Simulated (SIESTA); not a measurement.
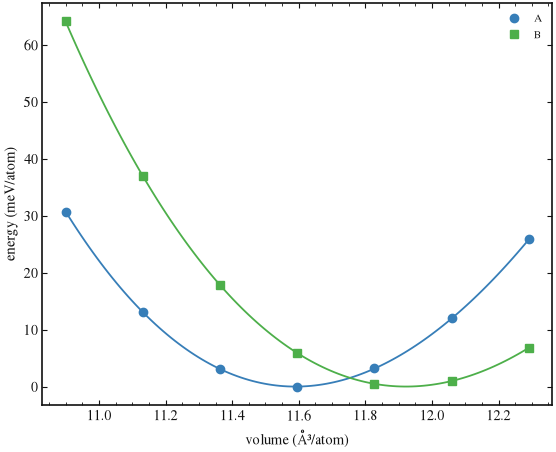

The figure compares two calculations of the energy against volume, each curve from its own zero. The first is for Ti₂O, space group P-3m1 (No. 164).

The cell holds 3 atoms.

Calculation (SIESTA 5.4.2): DFT in numerical atomic orbitals with pseudopotentials, no spin polarisation; energies at scaled volumes of the given cell, shape and fractions fixed, counted from the fit's minimum, third-order Birch-Murnaghan fit. Level: LDA.

- k mesh: 10×10×6
- occupations: Fermi–Dirac
- smearing width: 0.05 eV
- potentials: PseudoDojo 0.4 standard, converted to PSML, two zetas on semicore shells
- program settings: basis DZP, mesh cutoff 800 Ry

In the second, the level changes from LDA to PBEsol.

Which of A and B is the second calculation, and what did the change do?

Answer. B. The equilibrium volume rises from 11.59 to 11.92 Å³/atom (+2.8 %) and the bulk modulus falls from 216 to 201 GPa (−6.9 %).

For both, limits of the calculation: mulliken charges of long orbitals; shape and atomic fractions are frozen while scaling, which makes layered, chain and framework solids too stiff.

V0 and the bulk modulus come from third-order Birch–Murnaghan fits.
